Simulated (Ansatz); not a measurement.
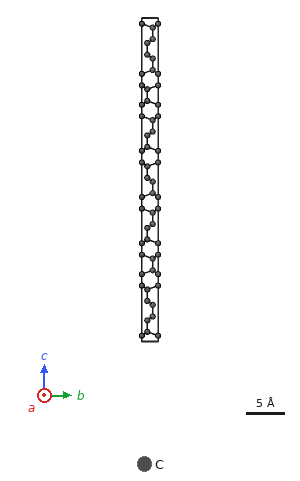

Energy scan for a crystal of C (R-3m), in which the cell is strained along y alone, with the atoms kept at their fractional coordinates. x, y and z are the Cartesian axes of the input. The picture shows the reference cell. A ball-and-stick model of the conventional cell (3 times the calculation's cell), seen along the a axis. Lengths and directions refer to the drawn axes.

These are results of Ansatz, DFT PBE, scalar-relativistic, plane waves, PAW, not measurements. Settings: plane-wave cutoff 420 eV; k-point mesh 12 × 12 × 12; occupations gaussian; smearing width 0.05 eV; no spin polarisation. Energies (free energies at the smearing named) are counted from the relaxed crystal.

Input file:
```yaml
crystal:
  lattice:
    - [1.2605908737, 0.7278024803, 14.4911104823]
    - [-1.2605908737, 0.7278024803, 14.4911104823]
    - [0.0, -1.4556049605, 14.4911104823]
  atoms:
    - { symbol: C, position: [0.0177845585, 0.0177845585, 0.0177845585] }
    - { symbol: C, position: [0.9822154415, 0.9822154415, 0.9822154415] }
    - { symbol: C, position: [0.1726033077, 0.1726033077, 0.1726033077] }
    - { symbol: C, position: [0.8273966923, 0.8273966923, 0.8273966923] }
    - { symbol: C, position: [0.2081470494, 0.2081470494, 0.2081470494] }
    - { symbol: C, position: [0.7918529506, 0.7918529506, 0.7918529506] }
    - { symbol: C, position: [0.2681325685, 0.2681325685, 0.2681325685] }
    - { symbol: C, position: [0.7318674315, 0.7318674315, 0.7318674315] }
    - { symbol: C, position: [0.3036793662, 0.3036793662, 0.3036793662] }
    - { symbol: C, position: [0.6963206338, 0.6963206338, 0.6963206338] }
    - { symbol: C, position: [0.4104737028, 0.4104737028, 0.4104737028] }
    - { symbol: C, position: [0.5895262972, 0.5895262972, 0.5895262972] }
    - { symbol: C, position: [0.4465794463, 0.4465794463, 0.4465794463] }
    - { symbol: C, position: [0.5534205537, 0.5534205537, 0.5534205537] }
basis:
  ecutwfc: 420
kpoints:
  mp_grid: { grid: [12, 12, 12] }
hamiltonian:
  xc: pbe
scf:
  occupations: { method: gaussian, width: 0.05 }
output:
  forces: true
  stress: true
  eigenvalues: true
```

Run as
```bash
ansatz run input.yaml --threads 4 --pin off --max-ram 9216MiB --backend cpu --events-out ev --progress --plain --runs-dir out
```

Predict the energy profile (the strain: −0.1000, −0.0750, −0.0500, −0.0250, 0.0000, 0.0250, 0.0500, 0.0750, 0.0875, 0.1000).

Answer.
| strain | E − E(ref) (meV/atom) |
| --- | --- |
| −0.1000 | 257.2 |
| −0.0750 | 136.7 |
| −0.0500 | 57.5 |
| −0.0250 | 13.6 |
| 0.0000 | 0.0 |
| 0.0250 | 12.2 |
| 0.0500 | 46.5 |
| 0.0750 | 99.4 |
| 0.0875 | 132.0 |
| 0.1000 | 168.2 |

The lowest computed point lies at the strain 0.00 (0.0 meV/atom). The end points stand at 257.2 meV/atom (−0.10) and 168.2 meV/atom (0.10). The distortion takes the space group from R-3m to C2/m. At the strain −0.10 the cell of the drawing goes b 2.521 → 2.335 Å, γ 120.0° → 122.7°.

The computed profile:

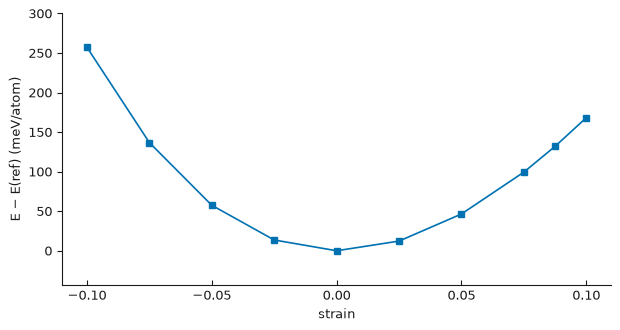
